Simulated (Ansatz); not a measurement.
**WS2: one change and its effect**

System: WS2 (P4/mmm, 3 atoms in the cell).
Method of run 1: Kohn-Sham DFT of a periodic cell, PBE, all-electron LAPW, scalar-relativistic, no spin polarisation (Ansatz 0.2.0).

The structure was built on a prototype by a generator; it need not be a known phase. Text and figures count atoms from 1; the logs count them from 0 in places.

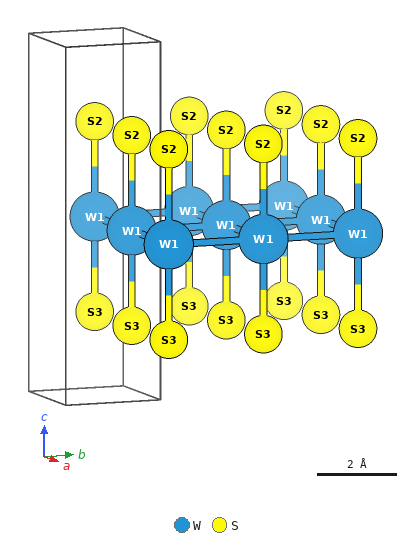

**Figure 1.** The input geometry (ball-and-stick view of the cell of the calculation, repeated 3 × 3 × 1, seen slightly off an axis; atoms are numbered from 1 in the order of the input).

Input file, run 1:
```yaml
crystal:
  lattice:
    - [2.59173, 0.0, 0.0]
    - [0.0, 2.59173, 0.0]
    - [0.0, 0.0, 9.23417]
  atoms:
    - { symbol: W, position: [0.5, 0.5, 0.5] }
    - { symbol: S, position: [0.5, 0.5, 0.76566] }
    - { symbol: S, position: [0.5, 0.5, 0.23434] }
kpoints:
  mp_grid: { grid: [8, 8, 2] }
scf:
  occupations: { method: fermi_dirac, width: 0.05 }
hamiltonian:
  xc: pbe
  pseudopotentials: { kind: all_electron, lapw: { basis_error: 0.002 } }
output:
  forces: true
  stress: true
relax:
  f_tol: 0.01
  max_steps: 60
  cell: {}
```

Launched with:
```bash
ansatz run input.yaml --threads 2 --pin off --max-ram 6144MiB --backend cpu --events-out ev --progress --plain --runs-dir out
```

Hardware: 2 threads of AMD EPYC (Zen 3), 128 GiB of memory available, shared host.

Output, shortened to warnings, some set-up lines, iterations and results (run 1):
```
Basis set: ecut = 332.3436075433788 eV, 847 PW (Γ), exchange–correlation at level 2
Symmetry: 16 space group operations
k-points: 30 of 128
Initial density: superposition of atomic densities (chi_scale 0.1, normalization cell, long waves kept (reshape's long-wave potential 0.90 eV rms))
[...]
SCF iter   1: F=—  HF=-460926.514492 eV  |F-HF|=—  |Δ(HF+E_count)|=         —  Δρ=3.71e-2  dr2=4.85e0  ethr=6.73e-3  ⟨swp⟩=2.0  Hψ=8644  notcnv=0
SCF iter   2: F=—  HF=-460926.013610 eV  |F-HF|=—  |Δ(HF+E_count)|=   5.01e-1  Δρ=1.55e-2  dr2=4.98e-1  ethr=6.73e-3  ⟨swp⟩=2.5  Hψ=3884  notcnv=0  defer=1
SCF iter   3: F=—  HF=-460926.073859 eV  |F-HF|=—  |Δ(HF+E_count)|=   6.02e-2  Δρ=5.65e-3  dr2=8.12e-2  ethr=6.92e-4  ⟨swp⟩=2.7  Hψ=4145  notcnv=0
SCF iter   4: F=—  HF=-460925.954464 eV  |F-HF|=—  |Δ(HF+E_count)|=         —  Δρ=3.45e-3  dr2=2.71e-2  ethr=1.13e-4  ⟨swp⟩=2.0  Hψ=4107  notcnv=0
SCF iter   5: F=—  HF=-460925.946783 eV  |F-HF|=—  |Δ(HF+E_count)|=   7.68e-3  Δρ=1.29e-3  dr2=2.51e-3  ethr=3.49e-6  ⟨swp⟩=2.0  Hψ=6573  notcnv=0
[... 38 lines ...]
relax step   6: F+E_penalty+E_count = -460925.94781739 eV  Δ(F+E_penalty+E_count) = -4.945e-6 eV  max|allowed force component| = 1.554e-3 eV/Å  Δτ_max = 0.0061 Å  P = +0.004 …
SCF iter   1: F=—  HF=-460925.947821 eV  |F-HF|=—  |Δ(HF+E_count)|=         —  Δρ=6.39e-6  dr2=8.12e-8  ethr=1.11e-10  ⟨swp⟩=6.1  Hψ=7286  notcnv=0
SCF iter   2: F=-460925.947821 eV  HF=-460925.947821 eV  |F-HF|=3.85e-8  |Δ(HF+E_count)|=   1.54e-7  Δρ=2.34e-6  dr2=8.67e-9  ethr=1.11e-10  ⟨swp⟩=2.9  Hψ=3927  notcnv=0
SCF 7 converged in 2 iterations: F = -460925.947821 eV  dr2 = 8.67e-9
relax step   7: F+E_penalty+E_count = -460925.94782076 eV  Δ(F+E_penalty+E_count) = -3.373e-6 eV  max|allowed force component| = 1.403e-3 eV/Å  Δτ_max = 0.0000 Å  P = +0.006 …
basis re-selected at this cell: Δ(F+E_penalty+E_count) = -3.373e-6 eV, ΔP = +0.001 GPa vs the last step (what re-selecting the basis moved, after the strain that the cell walked since its last selection, with what the two solves' SCF thresholds leave and, on support functions, any second-order …
SCF converged after 2 iterations
Free energy (F): -460925.947821 eV
Harris-Foulkes:  -460925.947821 eV  (|F-HF|=3.85e-8)
Internal energy: -460925.930354 eV  (E = F + TS)
E sigma→0 (E₀):  -460925.939088 eV
Entropy (-TS):   -0.017466 eV (-5.822 meV/atom)
Fermi energy:    11.434931 eV
--- Per-component energies (eV) ---
  E_band       = -7525.677337
  E_kinetic    = 513701.097179
  E_xc         = -10226.781893
  E_electrostatic = -964400.245640  (all electrons and nuclei)
  E_smearing   = -0.017466  (= −TS)
  E_closure    = 0.000000  (closes the sum)
  E_atoms      = -460907.953505  (free atoms, spherical and without spin; not in F)
  Σ components = -460925.947821   (vs F -460925.947821, Δ=0.00e0)
  Basis errors (estimates in eV, not in F): energy 3.9e-4 per atom: plane waves 2.6e-4 (1.5e-4 summed), levels above the bands 4.5e-69, relativity 4.6e-8, radial functions 1.3e-4, core shells 3.3e-7; eigenvalues (radial functions only) 2.2e-6; not estimated: angular momenta, meshes, grids; target …
--- Forces (eV/Å), atoms counted from 1 ---
  atom   1  W      0.00000000     0.00000000     0.00000000
  atom   2  S      0.00000000     0.00000000    -0.00140329
  atom   3  S      0.00000000     0.00000000     0.00140329
  max |Σ_I F_I| component: 5.52e-30 eV/Å
--- Stress (GPa, compression-positive) ---
        0.016813       0.000000       0.000000
        0.000000       0.016813       0.000000
        0.000000       0.000000      -0.016837
  P = ⅓ Tr σ = 0.0056 GPa (0.056 kbar)
--- Relaxed structure (6 steps of the walk, 6 accepted, 1 SCFs on fresh bases) ---
  F+E_penalty+E_count = -460925.94782076 eV   max|allowed force component| = 1.403e-3 eV/Å   (the final SCF, on the basis selected at the relaxed cell)
  cell:  # Å, volume = 62.7166 Å³
    - [2.5982883011146236, 0.0, 0.0]
    - [0.0, 2.5982883011146236, 0.0]
    - [0.0, 0.0, 9.289831003535454]
  atoms:
    - { symbol: W, position: [0.5, 0.5, 0.5] }
    - { symbol: S, position: [0.5, 0.5, 0.7631711912910151] }
    - { symbol: S, position: [0.5, 0.5, 0.23682880870898487] }
```

The input of run 2 differs as follows (lines with − go, lines with + come):
```diff
-  xc: pbe
+  xc: pbesol
```

What does this change do to the results?

The total energies belong to different methods, so their difference says nothing on which is more stable or more accurate. The volume per atom goes from 20.91 to 18.28 Å³. The functional changes from PBE to PBEsol. The SCF takes 64 iterations over all geometry steps against 34. On the same kind of shared host run 2 took about 1.8 times as long.

Output, shortened to warnings, some set-up lines, iterations and results (run 2):
```
Basis set: ecut = 332.3041617469797 eV, 847 PW (Γ), exchange–correlation at level 2
Symmetry: 16 space group operations
k-points: 30 of 128
Initial density: superposition of atomic densities (chi_scale 0.1, normalization cell, long waves kept (reshape's long-wave potential 0.90 eV rms))
[...]
SCF iter   1: F=—  HF=-460764.240036 eV  |F-HF|=—  |Δ(HF+E_count)|=         —  Δρ=3.78e-2  dr2=5.17e0  ethr=7.17e-3  ⟨swp⟩=2.0  Hψ=8644  notcnv=0
SCF iter   2: F=—  HF=-460763.709453 eV  |F-HF|=—  |Δ(HF+E_count)|=   5.31e-1  Δρ=1.56e-2  dr2=5.06e-1  ethr=7.03e-4  ⟨swp⟩=2.0  Hψ=6675  notcnv=0
SCF iter   3: F=—  HF=-460763.749438 eV  |F-HF|=—  |Δ(HF+E_count)|=   4.00e-2  Δρ=5.75e-3  dr2=8.48e-2  ethr=7.02e-4  ⟨swp⟩=2.6  Hψ=4082  notcnv=0
SCF iter   4: F=—  HF=-460763.620568 eV  |F-HF|=—  |Δ(HF+E_count)|=         —  Δρ=3.50e-3  dr2=2.88e-2  ethr=1.18e-4  ⟨swp⟩=2.0  Hψ=4106  notcnv=0
SCF iter   5: F=—  HF=-460763.611864 eV  |F-HF|=—  |Δ(HF+E_count)|=   8.70e-3  Δρ=1.30e-3  dr2=2.55e-3  ethr=4.00e-5  ⟨swp⟩=2.0  Hψ=3880  notcnv=0
[... 76 lines ...]
relax step  10: F+E_penalty+E_count = -460763.64997496 eV  Δ(F+E_penalty+E_count) = -1.224e-4 eV  max|allowed force component| = 1.249e-3 eV/Å  Δτ_max = 0.0107 Å  P = -0.004 …
SCF iter   1: F=—  HF=-460763.650057 eV  |F-HF|=—  |Δ(HF+E_count)|=         —  Δρ=1.03e-5  dr2=8.55e-9  ethr=2.32e-11  ⟨swp⟩=7.7  Hψ=10471  notcnv=0  reapply=9
SCF iter   2: F=-460763.650057 eV  HF=-460763.650057 eV  |F-HF|=6.78e-8  |Δ(HF+E_count)|=   2.60e-7  Δρ=1.33e-6  dr2=3.01e-9  ethr=1.24e-11 (applied; sched 1.19e-11)  …
SCF 11 converged in 2 iterations: F = -460763.650057 eV  dr2 = 3.01e-9
relax step  11: F+E_penalty+E_count = -460763.65005694 eV  Δ(F+E_penalty+E_count) = -8.198e-5 eV  max|allowed force component| = 1.281e-3 eV/Å  Δτ_max = 0.0000 Å  P = -0.004 …
basis re-selected at this cell: Δ(F+E_penalty+E_count) = -8.198e-5 eV, ΔP = -0.000 GPa vs the last step (what re-selecting the basis moved, after the strain that the cell walked since its last selection, with what the two solves' SCF thresholds leave and, on support functions, any second-order …
SCF converged after 2 iterations
Free energy (F): -460763.650057 eV
Harris-Foulkes:  -460763.650057 eV  (|F-HF|=6.78e-8)
Internal energy: -460763.634950 eV  (E = F + TS)
E sigma→0 (E₀):  -460763.642504 eV
Entropy (-TS):   -0.015107 eV (-5.036 meV/atom)
Fermi energy:    13.720850 eV
--- Per-component energies (eV) ---
  E_band       = -7353.270610
  E_kinetic    = 513475.703834
  E_xc         = -10063.114121
  E_electrostatic = -964176.224663  (all electrons and nuclei)
  E_smearing   = -0.015107  (= −TS)
  E_closure    = 0.000000  (closes the sum)
  E_atoms      = -460744.039139  (free atoms, spherical and without spin; not in F)
  Σ components = -460763.650057   (vs F -460763.650057, Δ=0.00e0)
  Basis errors (estimates in eV, not in F): energy 4.2e-4 per atom: plane waves 3.4e-4 (2.0e-4 summed), levels above the bands 1.5e-68, relativity 6.2e-8, radial functions 8.1e-5, core shells 1.3e-6; eigenvalues (radial functions only) 1.3e-6; not estimated: angular momenta, meshes, grids; target …
--- Forces (eV/Å), atoms counted from 1 ---
  atom   1  W     -0.00000000    -0.00000000     0.00000000
  atom   2  S      0.00000000     0.00000000     0.00128128
  atom   3  S      0.00000000     0.00000000    -0.00128128
  max |Σ_I F_I| component: 7.89e-31 eV/Å
--- Stress (GPa, compression-positive) ---
        0.003725       0.000000       0.000000
        0.000000       0.003725       0.000000
        0.000000       0.000000      -0.020264
  P = ⅓ Tr σ = -0.0043 GPa (-0.043 kbar)
--- Relaxed structure (10 steps of the walk, 9 accepted, 1 SCFs on fresh bases) ---
  F+E_penalty+E_count = -460763.65005694 eV   max|allowed force component| = 1.281e-3 eV/Å   (the final SCF, on the basis selected at the relaxed cell)
  cell:  # Å, volume = 54.8442 Å³
    - [2.5604795146791686, -6.107819144389686e-34, 0.0]
[...]
```

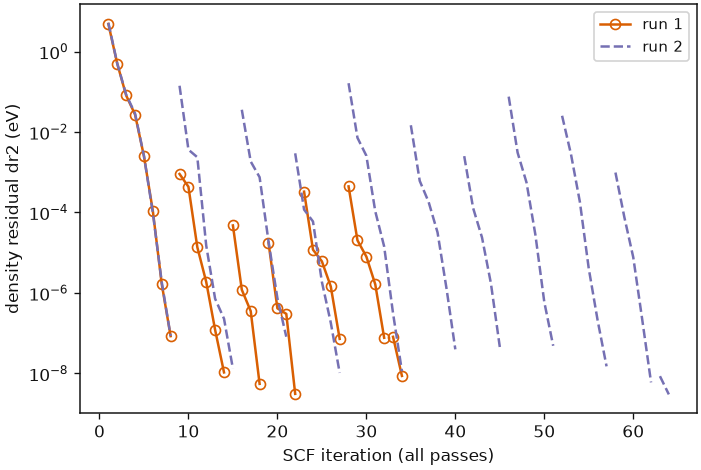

**Figure 2.** Convergence of the two runs: density residual dr2 against the SCF iteration. A break in a curve parts two SCF passes. Run 1 takes 34 iterations in all, and run 2 takes 64.

The two runs side by side:

```csv
quantity,run 1,run 2
outcome,converged,converged
free energy per atom (eV),−153641.9826,−153587.8834
"energy per atom, smearing taken to zero (eV)",−153641.9797,−153587.8808
pressure (GPa),0.01,0.00
volume per atom (Å³),20.91,18.28
largest force (eV/Å),0.001,0.001
SCF iterations,34,64
irreducible k-points,30,30
wall time (shared host),45 s,83 s
```

For both runs: Points of doubt noted for this run: coarse mesh for a metal. Spin–orbit coupling is left out, which matters for W.
